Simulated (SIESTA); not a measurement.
System: ZnAu, space group Pm-3m (No. 221).

Structure:
```
CELL_PARAMETERS angstrom
3.14700 0.00000 0.00000
0.00000 3.14700 0.00000
0.00000 0.00000 3.14700
ATOMIC_POSITIONS crystal
Au 0.00000 0.00000 0.00000
Zn 0.50000 0.50000 0.50000
```

How it was computed, with SIESTA 5.4.2: DFT in numerical atomic orbitals with pseudopotentials, no spin polarisation; energies at scaled volumes of the given cell, shape and fractions fixed, counted from the fit's minimum, third-order Birch-Murnaghan fit. Level: LDA.

```csv
setting,value
k mesh,8×8×8
occupations,Fermi–Dirac
smearing width,0.05 eV
potentials,"PseudoDojo 0.4 standard, converted to PSML, two zetas on semicore shells"
program settings,"basis DZP, mesh cutoff 800 Ry"
```

Describe the result: the energy against volume. The volume takes the values 14.65, 14.96, 15.27, 15.58, 15.89, 16.21, 16.52 Å³/atom.

A third-order Birch–Murnaghan fit gives V0 = 14.78 Å³/atom, B0 = 170 GPa and B′ = 4.8. The energy rises from 0.61 meV/atom at volume 14.65 Å³/atom to 87.74 meV/atom at 16.52 Å³/atom.

```json
{"volume (Å³/atom)": "14.65", "energy (meV/atom)": "0.61"}
{"volume (Å³/atom)": "14.96", "energy (meV/atom)": "1.15"}
{"volume (Å³/atom)": "15.27", "energy (meV/atom)": "8.30"}
{"volume (Å³/atom)": "15.58", "energy (meV/atom)": "21.13"}
{"volume (Å³/atom)": "15.89", "energy (meV/atom)": "39.00"}
{"volume (Å³/atom)": "16.21", "energy (meV/atom)": "61.37"}
{"volume (Å³/atom)": "16.52", "energy (meV/atom)": "87.74"}
```

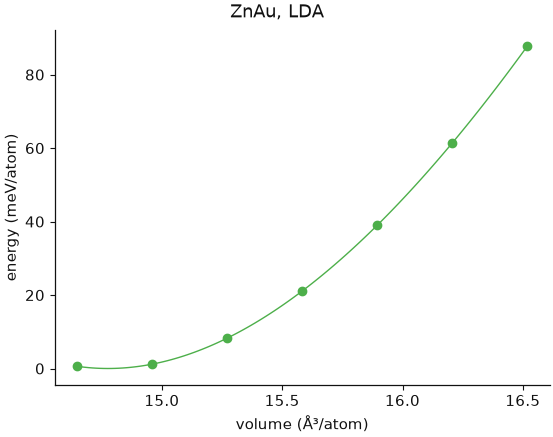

Caveats: mulliken charges of long orbitals; short basis over semicore shells; spin-orbit coupling left out, heavy elements; valence orbitals made in semicore potential.
